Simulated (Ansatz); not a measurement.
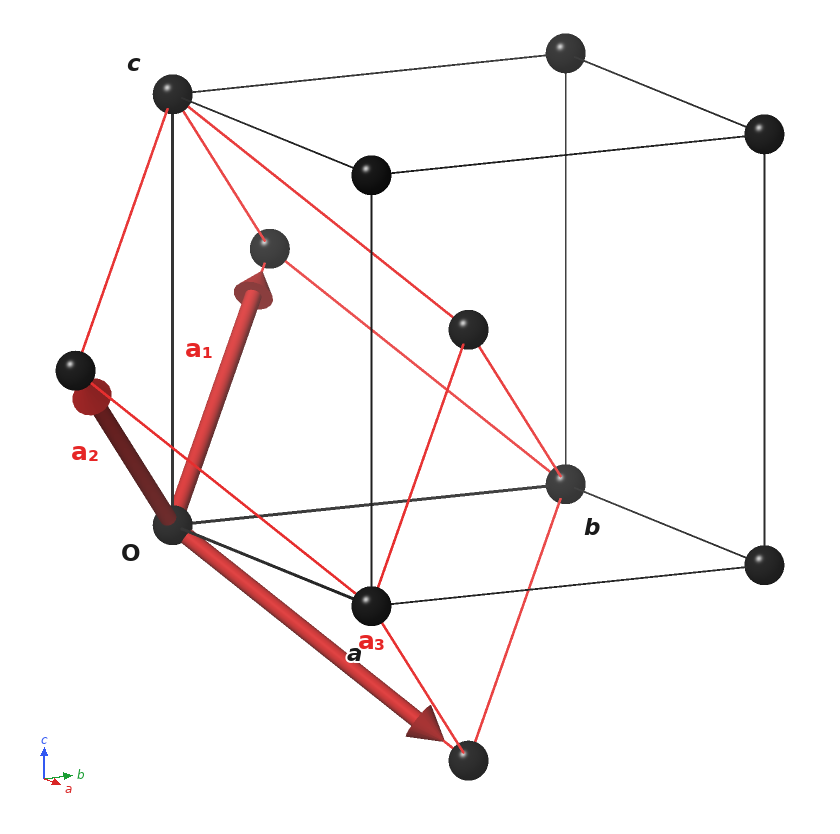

For LiF3, coordinates from a relaxation with Ansatz 0.2.0, DFT PBE, scalar-relativistic, plane waves, PAW; the starting structure was generated, so it need not be a known form of this composition: the conventional cell (thin) and a primitive cell (coloured, vectors a₁, a₂, a₃), with the lattice points alone. Symmetry computed with spglib at a tolerance of 0.002 Å; standard conventional cell.

a = 4.410 Å, b = 4.410 Å, c = 4.410 Å, α = 90.00°, β = 90.00°, γ = 90.00°.

Question: What is the centring, and how are the primitive vectors built?

Answer: I, body-centred cubic, with lattice points at (0, 0, 0), (1/2, 1/2, 1/2). a₁ = −1/2 a + 1/2 b + 1/2 c; a₂ = 1/2 a − 1/2 b + 1/2 c; a₃ = 1/2 a + 1/2 b − 1/2 c.

Question: Give the primitive cell's size and content.

Answer: Edges 3.819, 3.819, 3.819 Å; angles 109.47°, 109.47°, 109.47°; volume 42.89 Å³, 1/2 of the conventional cell; 4 of its 8 atoms.
